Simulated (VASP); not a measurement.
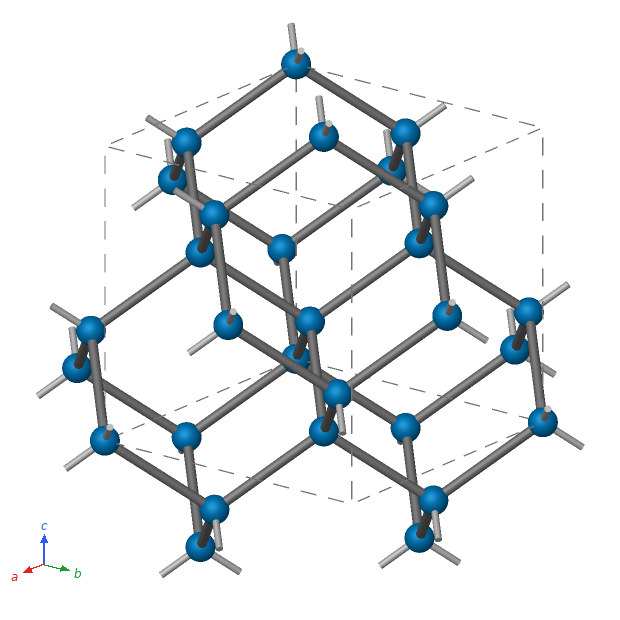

The picture shows a finite piece of the underlying net of a crystal structure, nodes on the atoms' positions. Nodes are coloured by topological kind. Edges to nodes outside the piece are drawn as stubs.

### What net is this?

A uninodal 4-connected, three-periodic net. It is the dia net, known from diamond, zinc blende and cristobalite.

### Give point symbol and coordination sequence.

6^6, sequence 4, 12, 24, 42, 64, 92.

The net was derived as follows. System BeTe (space group F-43m, No. 216); source of the atomic positions: the geometry relaxed with VASP Kohn-Sham DFT of a periodic cell, PBE, VASP PAW PBE potentials, gw, light (VASP 6.6.1). Bonds are taken as Be–Te below 2.8 Å; no other contact counts. Atoms with one bond or none are removed and atoms with two bonds are replaced by edges, until no such atom is left. Te and Be are 4-connected nodes.
